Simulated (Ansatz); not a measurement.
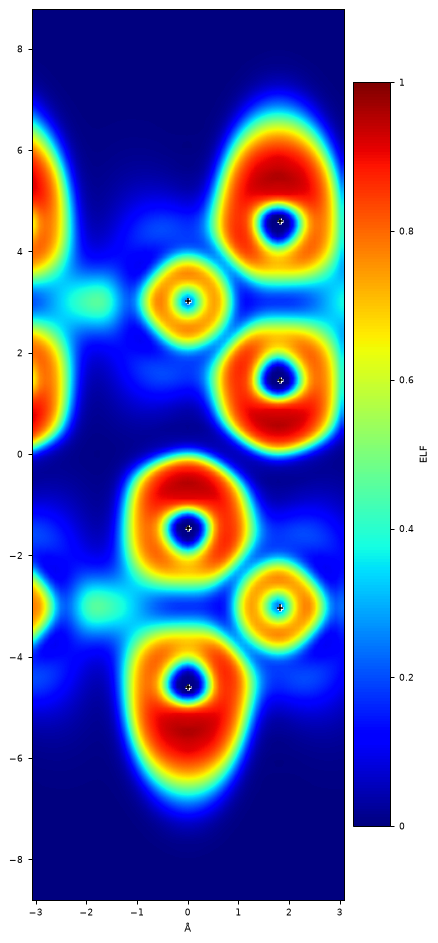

The ELF on a plane through atoms (crosses mark nuclei in the plane).

Computed with DFT PBE+D3(BJ), scalar-relativistic, plane waves, PAW in Ansatz.

Candidates:
A. Be$_{2}$C, a = 4.27 Å, b = 4.27 Å, c = 4.27 Å, α = 90.00°, β = 90.00°, γ = 90.00°. Space group Fm-3m.
B. MoS$_{2}$ (slab), a = 3.15 Å, b = 3.15 Å, c = 44.35 Å, α = 90.00°, β = 90.00°, γ = 120.00°. Computed without spin polarisation.

Q: Which system is this?

A: Candidate B: MoS$_{2}$ on the (110) plane of the calculation cell, a cut from vacuum to vacuum, which holds S and Mo. Mo–S (2.40 Å): the ELF peaks at about 0.85 in the valence shell of S, 0.8 Å from its nucleus, and is about 0.45 at the midpoint.
